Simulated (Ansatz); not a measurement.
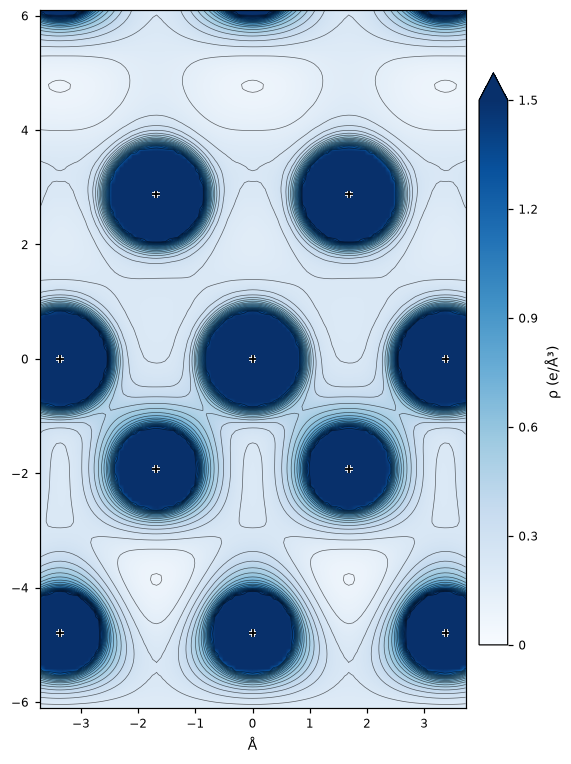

The valence electron density on a plane through atoms (crosses mark nuclei in the plane).

All numbers below come from Kohn-Sham DFT of a periodic cell, r2SCAN, Ansatz PAW in Ansatz.

Candidates:
A. TaAs, a = 3.37 Å, b = 3.37 Å, c = 11.50 Å, α = 90.00°, β = 90.00°, γ = 90.00°. Space group I4₁md; a structure from a database of computed crystals, not necessarily the ambient phase; computed pressure about 13 GPa in this cell.
B. Ir, a = 3.75 Å, b = 3.75 Å, c = 3.75 Å, α = 90.00°, β = 90.00°, γ = 90.00°. Space group Fm-3m; computed pressure about 32 GPa in this cell.
C. AlAu, a = 3.18 Å, b = 3.18 Å, c = 3.18 Å, α = 90.00°, β = 90.00°, γ = 90.00°. Space group Pm-3m; a structure from a database of computed crystals, not necessarily the ambient phase.

Q: Which candidate gave the map?

A: Candidate A: TaAs on the (100) plane of the conventional cell, which holds Ta and As. Ta–As (2.56 Å): the density is about 0.45 e/Å³ at the midpoint.
